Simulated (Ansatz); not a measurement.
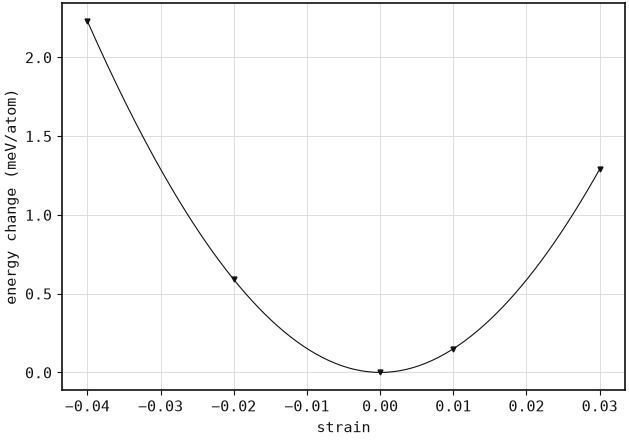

Plotted: energy change against strain.

Calculation (Ansatz 0.2.0): homogeneous strain of a crystal along one Voigt pattern with engineering shear, fractional coordinates fixed, by plane-wave density functional theory with PAW datasets, free energies less that of the undisturbed cell, pressure positive in compression; scalar-relativistic. Level: PBEsol, no spin polarisation.

Q: For which of these solids was it computed?
A. Si, Fm-3m (No. 225), 14.0 Å³/atom, strain pattern [0, 0, 0, 1, 0, 0]
B. B, P6/mmm (No. 191), 9.1 Å³/atom, strain pattern [0, 0, 1, 0, 0, 0]
C. Tl, Im-3m (No. 229), 29.3 Å³/atom, strain pattern [0, 0, 0, 0, 1, 0]

A: C, Tl: energy change from 0.00 meV/atom to 2.23 meV/atom. The others give: B, energy change from −0.36 meV/atom to 0.81 meV/atom; Si, energy change from 0.00 meV/atom to 0.52 meV/atom.

For B, limits of the calculation: reference crystal is not relaxed.

For Si, limits of the calculation: reference crystal is not relaxed.

For Tl, limits of the calculation: reference crystal is not relaxed.
